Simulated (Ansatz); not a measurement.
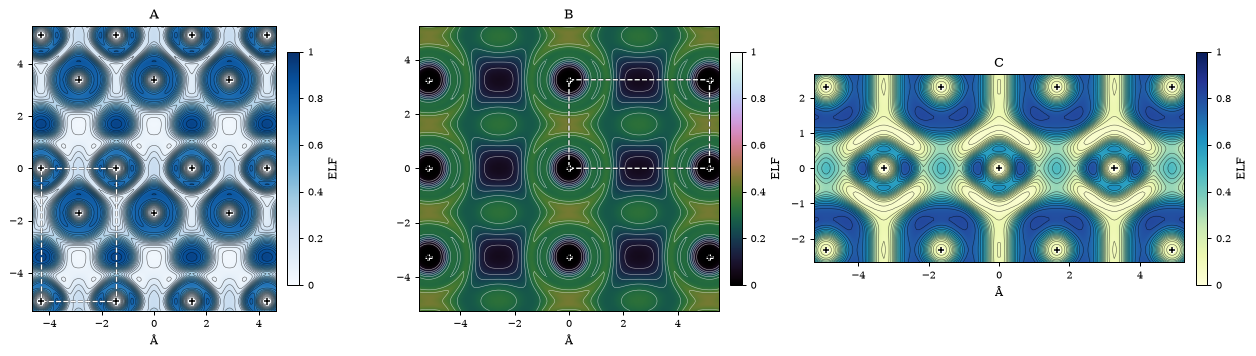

The electron localisation function of 3 systems, each on a plane through atoms (crosses mark nuclei in the plane).

These are results of Kohn-Sham DFT of a periodic cell, HF, Ansatz PAW in Ansatz 0.2.0, not measurements.

System 1: TaN, the (110) plane of the conventional cell. Space group P-6m2; computed pressure about 5 GPa in this cell.

```
CELL_PARAMETERS angstrom
2.93800 0.00000 0.00000
-1.46900 2.54438 0.00000
0.00000 0.00000 2.88300
ATOMIC_POSITIONS crystal
Ta 0.33333 0.66667 0.50000
N 0.00000 0.00000 0.00000
```

System 2: TiSe, the (101̄) plane of the conventional cell. Space group Pm-3m; a generated structure, not necessarily the stable one.

```cif
data_structure
_symmetry_space_group_name_H-M 'P 1'
_symmetry_Int_Tables_number 1
_cell_length_a 3.2774
_cell_length_b 3.2774
_cell_length_c 3.2774
_cell_angle_alpha 90.000
_cell_angle_beta 90.000
_cell_angle_gamma 90.000
_cell_volume 35.20
loop_
_atom_site_label
_atom_site_type_symbol
_atom_site_fract_x
_atom_site_fract_y
_atom_site_fract_z
_atom_site_occupancy
Ti1 Ti 0.00000 0.00000 0.00000 1
Se1 Se 0.50000 0.50000 0.50000 1
```

System 3: Sn, the (100) plane of the conventional cell. Space group C2/m; a structure from a database of computed crystals, not necessarily the ambient phase.

```
Sn
1.0
     0.13191   -0.12777    4.78954
    -3.65836   -3.65472    0.00256
     1.63610   -1.64029   -2.28945
Sn
2
Direct
  0.50000 0.50000 0.00000
  0.00000 0.00000 0.00000
```

Match each panel to its system.

Answer. Panel A is system 1, TaN: the plane holds Ta and N. Ta–N (2.23 Å): the ELF peaks at about 0.85 in the valence shell of N, 0.7 Å from its nucleus, and is about 0.20 at the midpoint: no localised pair shows between them. Panel B is system 3, Sn: the plane holds Sn. Sn–Sn (3.26 Å): the ELF is about 0.45 at the midpoint. Panel C is system 2, TiSe: the plane holds Ti and Se. Ti–Se (2.84 Å): the ELF is about 0.45 at the midpoint.
